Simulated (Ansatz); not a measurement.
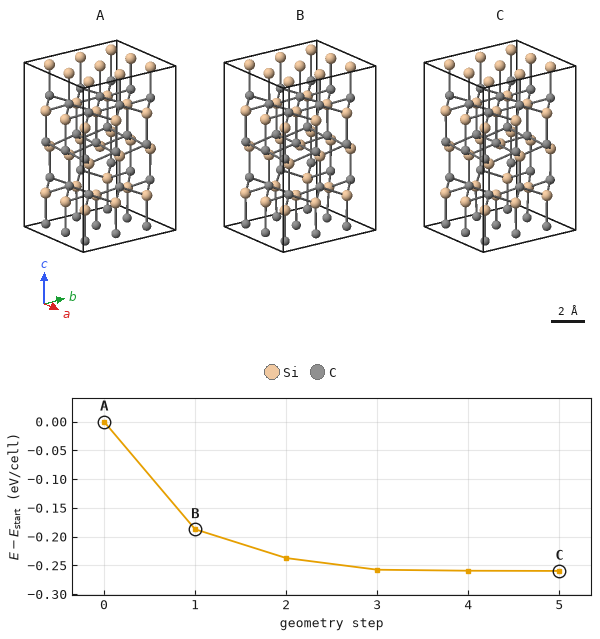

Frames of a relaxation of a defect cell of composition Si₃₆C₃₅ (cell charge +2) (coarse preliminary run), marked on the history of the run. The picture is a ball-and-stick view of the cell of the calculation (origin shifted), seen slightly off an axis.

Case: C vacancy (site b), charge +2, atoms relaxed at the host's cell.

These are results of DFT PBE, scalar-relativistic, plane waves, PAW in Ansatz, not measurements. Settings: plane-wave cutoff 420 eV; k-point mesh 1 × 1 × 1; occupations gaussian; smearing width 0.01 eV; no spin polarisation; atoms relaxed in a fixed cell; force threshold 0.025 eV/Å; at most 45 steps.

**Describe the path.**

The atom that moves furthest is a Si atom (0.16 Å along +c). By element the largest moves are Si 0.16 Å, C 0.03 Å. The cell doesn't change. Some distances before and after: C–Si 1.882 → 1.832 Å, C–Si 1.910 → 1.947 Å, C–Si 1.885 → 1.868 Å, C–Si 1.895 → 1.910 Å. Among the angles between lasting bonds that change: Si–C–Si 107.1° → 101.8°, C–Si–C 111.6° → 116.0°, Si–C–Si 110.2° → 113.2°. After 5 geometry steps the energy has fallen by 0.260 eV per cell of the calculation. The largest force component goes from 1.4 to 0.0058 eV/Å. From step 0 to 1: Si atoms move most (0.08 Å), energy −0.187 eV per cell of the calculation. From step 1 to 5: a Si atom moves most (0.07 Å), energy −72.4 meV per cell of the calculation.

```tsv
step	E − E(0), meV/atom	largest force component, eV/Å
0	0.00	1.3544
1	-2.63	0.5731
2	-3.34	0.3089
3	-3.63	0.0960
4	-3.65	0.0368
5	-3.66	0.0058
```

Limits of the set-up: the cell is charged, on a uniform background, and energies carry no finite-size correction.
